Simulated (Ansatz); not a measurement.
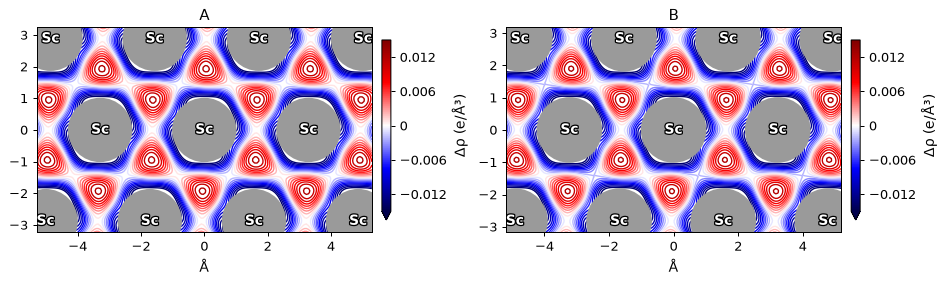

Sc: deformation density on the (11̄0) plane of the conventional cell at two volumes, with the same fractional coordinates and one colour scale. Grey discs cover the cores. Panel A has 106 % of the volume of panel B.

Space group P-1. This isn't the usual form at ambient conditions. The cell comes from a database of computed structures, not from a measurement.

Method: Ansatz, DFT PBE, scalar-relativistic, plane waves, PAW.

How do bonds, bonding charge and pressure respond to this change of volume?

From B to A, Sc–Sc goes from 3.20 to 3.26 Å, and Δρ at its midpoint stays at about zero.
The pressure is 0.7 GPa in B and −2.2 GPa in A.
The rearranged charge is 0.12 e an atom in B and 0.13 e in A.

Run times: 17 s (base cell) and 17 s (scaled cell), on 1 thread of Arm Neoverse V2, on a shared host.
